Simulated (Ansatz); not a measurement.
Single-point calculation of W (part 2 of 2)

Continued. System: W (slab, 16 atoms in the cell). Method: DFT PBE+D3(BJ), scalar-relativistic, plane waves, PAW, no spin polarisation (Ansatz 0.2.0); cutoff 420 eV, 3×3×1 k-mesh, Gaussian smearing of 0.1 eV. The structure derives from an entry of the Crystallography Open Database. It belongs to a series of runs on one base structure; here: the slab at its places in the relaxed adsorbed structure.

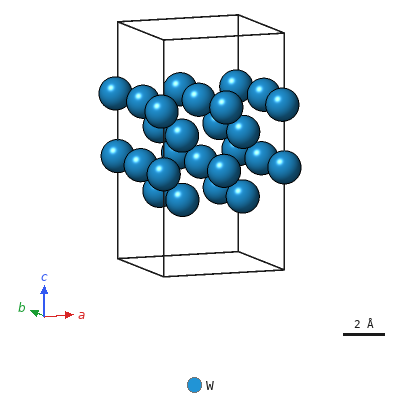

Fig. 1: The structure (spheres-only view of the cell of the calculation, with the vacuum cut short, seen slightly off an axis). An atom can appear more than once, as a periodic image.

Output, continued
```
  k-point 2: bands = ["-71.0908", "-71.0527", "-71.0436", "-71.0284", "-71.0144", "-71.0098", "-71.0040", "-70.9936", "-70.9732", "-70.9684", "-70.9656", "-70.9557", "-70.9422", "-70.9279", "-70.9140", "-70.8938", "-35.9997", "-35.9865", "-35.9527", "-35.8528", "-35.8083", "-35.7943", "-35.7649", "-35.6669", "-35.6507", "-35.6278", "-35.5699", "-35.5664", "-35.5169", "-35.4955", "-35.4713", "-35.4674", "-35.4114", "-35.3745", "-35.3353", "-35.3171", "-35.2870", "-35.2624", "-35.2341", "-35.2065", "-35.1827", "-35.1745", "-35.1694", "-35.1195", "-35.1063", "-35.0965", "-35.0312", "-35.0072", "-34.9989", "-34.9913", "-34.9666", "-34.9554", "-34.9349", "-34.9196", "-34.9143", "-34.8637", "-34.8418", "-34.8375", "-34.8255", "-34.7794", "-34.7380", "-34.7085", "-34.6927", "-34.6825", "-5.0386", "-3.6431", "-2.9061", "-2.6090", "-2.2302", "-2.1581", "-2.0781", "-2.0158", "-1.9594", "-1.6753", "-1.5663", "-1.3824", "-1.3289", "-1.1819", "-1.1527", "-0.7484", "-0.6714", "-0.4765", "-0.3709", "-0.1314", "-0.0914", "0.0156", "0.0655", "0.1144", "0.1554", "0.4268", "0.4412", "0.5151", "0.5199", "1.0649", "1.1028", "1.2522", "1.3523", "1.3904", "1.4687", "1.5670", "1.6914", "1.9642", "1.9711", "2.0004", "2.1256", "2.1445", "2.1853", "2.3747", "2.4824", "2.5308", "2.6043", "2.7372", "2.8934", "3.0888", "3.1111", "3.1744", "3.2288", "3.6320", "3.7853", "3.8400", "4.0485", "4.1341", "4.1637", "4.2414", "4.3828", "4.4982", "4.5176", "4.5648", "4.5889", "4.7051", "4.7313", "4.8347", "5.0818", "5.1488", "5.1726"]
  k-point 4: bands = ["-71.0765", "-71.0555", "-71.0361", "-71.0348", "-71.0262", "-71.0202", "-71.0078", "-71.0037", "-70.9667", "-70.9619", "-70.9573", "-70.9507", "-70.9436", "-70.9261", "-70.9114", "-70.8996", "-35.9738", "-35.9547", "-35.8939", "-35.8524", "-35.7750", "-35.7352", "-35.7026", "-35.6855", "-35.6550", "-35.6269", "-35.6227", "-35.6047", "-35.5504", "-35.5169", "-35.4876", "-35.4759", "-35.4367", "-35.4084", "-35.3382", "-35.3306", "-35.3083", "-35.2791", "-35.2660", "-35.2595", "-35.2380", "-35.1672", "-35.1401", "-35.1220", "-35.0535", "-35.0417", "-35.0376", "-35.0168", "-35.0087", "-34.9712", "-34.9677", "-34.9437", "-34.9276", "-34.9157", "-34.9118", "-34.8749", "-34.8609", "-34.8141", "-34.8054", "-34.7902", "-34.7456", "-34.7060", "-34.6921", "-34.6758", "-4.4676", "-3.1886", "-3.1499", "-2.4306", "-2.3916", "-2.0680", "-1.8745", "-1.6977", "-1.4169", "-1.2699", "-1.2569", "-1.2474", "-0.9058", "-0.8507", "-0.8055", "-0.7570", "-0.6148", "-0.6098", "-0.5633", "-0.2893", "-0.2215", "-0.0529", "0.0428", "0.0464", "0.1467", "0.1887", "0.2379", "0.4679", "0.6198", "0.7032", "0.7683", "0.7873", "0.9766", "1.0118", "1.0275", "1.0296", "1.1106", "1.4712", "1.5518", "1.6537", "1.7676", "1.8057", "2.1138", "2.3567", "2.4623", "2.4767", "2.5406", "2.5710", "2.8240", "2.8583", "2.8650", "3.1484", "3.3185", "3.5021", "3.5461", "3.7125", "3.8986", "4.0591", "4.0986", "4.2077", "4.2446", "4.2990", "4.4258", "4.5001", "4.7359", "4.7935", "4.8067", "4.8198", "4.9615", "5.0625", "5.1354"]
```

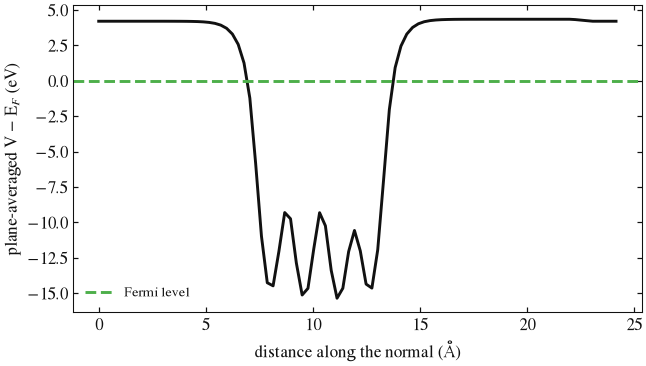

Fig. 2: Plane average of the electrostatic potential energy of an electron across the cell, from the Fermi level. The vacuum level lies 4.34 eV above the Fermi level on the upper side and 4.20 eV on the lower.

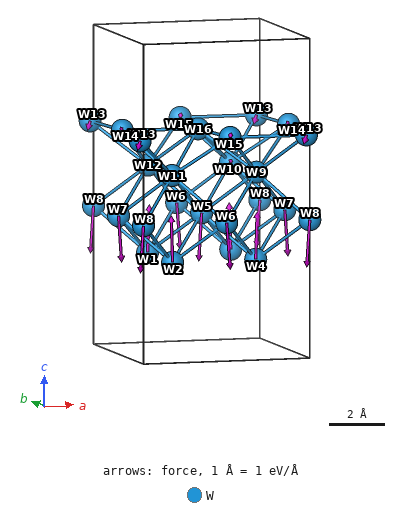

Fig. 3: Forces on the atoms as pink arrows (ball-and-stick view of the cell of the calculation, with the vacuum cut short, seen slightly off an axis; atoms are numbered from 1 in the order of the input); the smallest are left out. The largest act on W5 (1.80 eV/Å); W6 (1.79 eV/Å); W7 (1.78 eV/Å); W1 (1.76 eV/Å), among others. The geometry is not a stationary point of this energy.

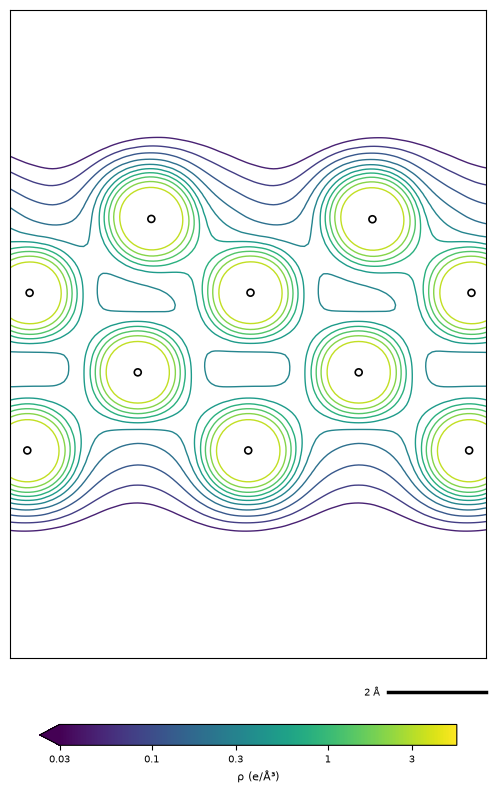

Fig. 4: Valence charge density (pseudo) on the (11̄0) plane of the calculation cell, a cut from vacuum to vacuum. Circles mark the nuclei in the plane (W). Atoms in the plane: W. W–W (2.50 Å): ρ at the midpoint is about 0.67 e/Å³. W–W (2.72 Å): ρ is about 0.42 e/Å³ halfway. W–W (2.74 Å): ρ is about 0.44 e/Å³ halfway. W–W (2.79 Å): ρ is about 0.38 e/Å³ halfway. W–W (2.88 Å): ρ at the midpoint is about 0.34 e/Å³. The density dies away to nearly zero in the vacuum. The fields are those of the smooth PAW valence density.

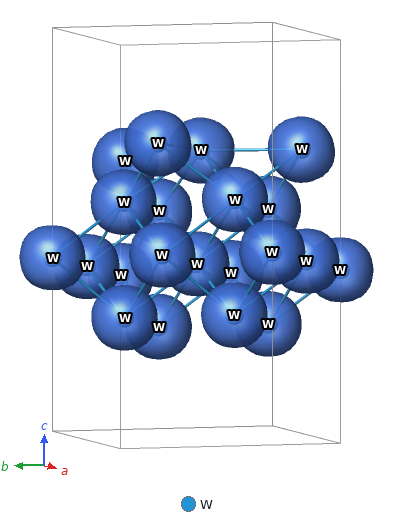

Fig. 5: Isosurface of the valence charge density (pseudo) at 1 e/Å³ (blue), seen at an oblique angle. Sticks mark near contacts. At this value the density breaks into separate islands; it holds about 65 % of the electrons treated as valence (semicore included). It is pinched off along the W–W (2.50 Å), W–W (2.70 Å), W–W (2.75 Å) and W–W (2.79 Å) contacts. On the grid the lowest density along these lines, outside the cores, is 0.67 e/Å³ (W–W, 2.50 Å), 0.46 e/Å³ (W–W, 2.70 Å), 0.4 e/Å³ (W–W, 2.75 Å) and 0.38 e/Å³ (W–W, 2.79 Å).

This output came from the following input.

Input file
```yaml
crystal:
  lattice:
    - [6.3187499463, 0.0, 0.0]
    - [0.0, 6.3187499463, 0.0]
    - [0.0, 0.0, 24.4233624597]
  atoms:
    - { symbol: W, position: [0.25, 0.75, 0.3275552256] }
    - { symbol: W, position: [0.25, 0.25, 0.3275552256] }
    - { symbol: W, position: [0.75, 0.75, 0.3275552256] }
    - { symbol: W, position: [0.75, 0.25, 0.3275552256] }
    - { symbol: W, position: [0.5, 0.5, 0.392234587] }
    - { symbol: W, position: [0.5, 0.0, 0.392234587] }
    - { symbol: W, position: [0.0, 0.5, 0.392234587] }
    - { symbol: W, position: [0.0, 0.0, 0.392234587] }
    - { symbol: W, position: [0.7556208879, 0.2547993623, 0.4580679686] }
    - { symbol: W, position: [0.7456746569, 0.7454911418, 0.4580262713] }
    - { symbol: W, position: [0.2454827902, 0.2454921299, 0.4580099874] }
    - { symbol: W, position: [0.2545200051, 0.7556960063, 0.4581973216] }
    - { symbol: W, position: [-0.0288883322, -0.0291905546, 0.5206516771] }
    - { symbol: W, position: [0.0314346822, 0.5299172093, 0.5192601575] }
    - { symbol: W, position: [0.5305666464, 0.0315183294, 0.5189950543] }
    - { symbol: W, position: [0.4691050533, 0.4702113303, 0.5193472238] }
basis:
  ecutwfc: 420
kpoints:
  mp_grid: { grid: [3, 3, 1] }
hamiltonian:
  xc: pbe
  dispersion: d3bj
scf:
  occupations: { method: gaussian, width: 0.1 }
output:
  forces: true
  eigenvalues: true
  write_density: true
  volumetric_format: npy
efield:
  axis: 3
  dipole_correction: true
  ramp_width: 0.04
```

Command:
```bash
ansatz run input.yaml --threads 4 --pin off --max-ram 10240MiB --backend cpu --events-out ev --progress --plain --runs-dir out
```

Summary

```tsv
quantity	value
outcome	converged
electrons treated	224
free energy	−166143.3888 eV
work function, top face	4.34 eV
work function, bottom face	4.20 eV
Fermi energy	2.782 eV
gap on the k-point mesh	0.08 eV
work function (upper face)	4.34 eV
largest force (length of the vector)	1.796 eV/Å
hardware	4 threads of Intel Xeon @ 2.50GHz (Skylake/Cascade Lake), 16 GiB of memory available, shared host
wall time	19 s (CPU time 73 s)
peak memory	2.5 GiB
```

Notes

Spin–orbit coupling is left out, which matters for W.
